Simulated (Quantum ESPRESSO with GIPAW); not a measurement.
# Strain and the 13C shielding in SiC (Moissanite)

GIPAW runs (PBEsol, plane-wave PAW from pslibrary 1.0.0 recipes, cutoffs 55 and 330 Ry, one 10×10×6 mesh for all shielding runs; Quantum ESPRESSO with GIPAW, a patched development version; no spin-orbit coupling, no macroscopic shape term) on SiC (Moissanite), space group P6_3mc before straining. The cell below is strained equally along all axes, and the atoms were let relax in pw.x at each strain but kept their fractional coordinates.

```
Si C
1.0
     3.07600    0.00000    0.00000
    -1.53800    2.66389    0.00000
     0.00000    0.00000    5.04800
Si C
2 2
Direct
  0.66667 0.33333 0.50459
  0.33333 0.66667 0.00459
  0.66667 0.33333 0.88041
  0.33333 0.66667 0.38041
```

The cell is an entry of the Crystallography Open Database; it need not be the form that is stable at ambient conditions.

The bonds are those of C (atom 3; CSi4). One row is withheld.

| strain (%) | mean bond (Å) | σ_iso Si (ppm) | σ_iso C (ppm) | span C (ppm) |
| --- | --- | --- | --- | --- |
| -1.5 | 1.8585 | 356.18 | 148.62 | 11.3 |
| -1.125 | 1.8655 | 355.24 | 147.51 | 10.8 |
| -0.75 | 1.8726 | 354.26 | 146.35 | 10.3 |
| 0 | 1.8868 | 352.20 | 143.87 | 9.4 |
| +0.375 | 1.8938 | ? | ? | ? |
| +0.75 | 1.9009 | 349.98 | 141.16 | 8.5 |
| +1.5 | 1.9151 | 347.62 | 138.23 | 7.5 |

**Task.** Fit σ_iso of C against strain, judge whether a straight line is enough, and predict the withheld row at +0.375 %.

1. With n = 6: Σx = -1.125, Σy = 865.74, Σx² = 6.8906, Σxy = -185.426.

2. Slope b = (nΣxy − ΣxΣy)/(nΣx² − (Σx)²) = -3.46 ppm per %, intercept a = (Σy − bΣx)/n = 143.64 ppm.

3. Residuals (run less line), in the order of the table: -0.21, -0.02, +0.11, +0.23, +0.11, -0.22 ppm. They bend in one sense; the largest is 2.2 % of the range of σ, so a quadratic term is needed: σ = 143.87 − 3.462 x − 0.197 x², with residuals of 0.01 ppm or less.

4. At +0.375 % (inside the fitted range) the line gives 142.34 ppm and the parabola 142.54 ppm.

5. The run gives:

| strain (%) | mean bond (Å) | σ_iso Si (ppm) | σ_iso C (ppm) | span C (ppm) |
| --- | --- | --- | --- | --- |
| +0.375 | 1.8938 | 351.11 | 142.54 | 8.9 |

Prediction less run: the line misses by -0.20 ppm, the parabola hits it to the digits shown. By the parabola, a strain of +1 % changes σ of C by -3.66 ppm and one of −1 % by +3.27 ppm; the mean slope is -3.46 ppm per %, or 1.8 ppm for 0.01 Å of mean bond length. The shift moves the opposite way, scaled by the slope of a reference line. Over the table σ of Si goes from 356.18 to 347.62 ppm. Zero strain is the database's lattice with relaxed atoms, not this functional's rest cell, and neither cutoff nor mesh was tested for the slopes. The omitted shape term, common to all sites, changes with strain too. This build of gipaw.x prints that it is not audited and that its numbers are no references by themselves.

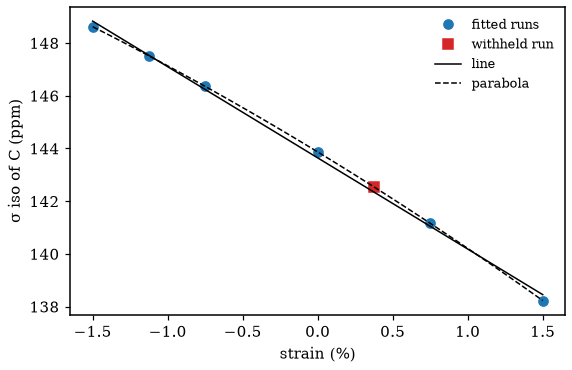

σ_iso of C against strain.

[Banner, clock, file and message-heading lines were taken out of the pw.x and gipaw.x logs.]

[Logs are printed without paths, hosts, clocks, repeated set-up lines and the standing remarks that a program may print on its own settings, such as how far it seeks lower states.]

[Hosts, paths, dates, database ids (printed as entryN), source tags and the programs' standing remarks are cut or masked in the printed files.]
